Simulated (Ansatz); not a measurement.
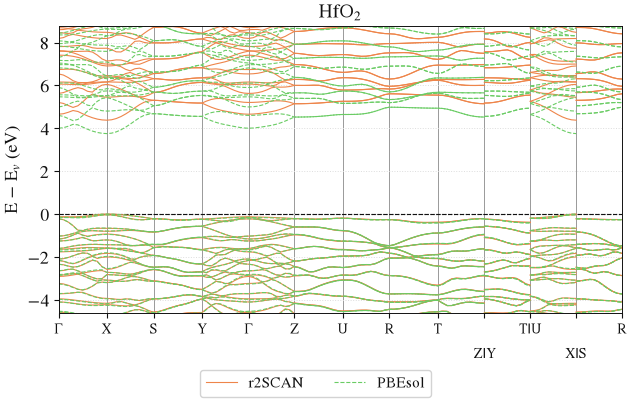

Band structures of HfO2, space group P2_12_12 (No. 18), 12 atoms in the cell (a = 5.08 Å, b = 5.16 Å, c = 4.89 Å, α = 90.00°, β = 90.00°, γ = 90.00°), by two methods on the same cell. Each is counted from its own valence-band top.

What changes from one method to the other?

Answer. r2SCAN gives a gap of 4.38 eV along the path and PBEsol gives a gap of 3.75 eV along the path. Over the top 3 filled bands the two differ by 0.01 eV on average.

Settings. r2SCAN: Ansatz PAW, no spin polarisation, no spin-orbit coupling, 5×5×6 k mesh, 500 eV cutoff, Fermi-Dirac smearing of 0.05 eV (Ansatz 0.2.0). PBEsol: Ansatz PAW, no spin polarisation, no spin-orbit coupling, 5×5×6 k mesh, 420 eV cutoff, Fermi-Dirac smearing of 0.05 eV (Ansatz 0.2.0).

In reduced coordinates of the cell that was run, X is (0, 0, 0.5), S is (0.5, 0, 0.5), Y is (0.5, 0, 0), Z is (0, 0.5, 0), U is (0, 0.5, 0.5), R is (0.5, 0.5, 0.5) and T is (0.5, 0.5, 0). The cell is at 2 GPa in PBEsol and 4 GPa in r2SCAN. Spin-orbit coupling is left out, which matters for Hf. The PAW data sets were made with another functional. LDA, GGA and most meta-GGA functionals understate gaps. The usual form of HfO2 is monoclinic.
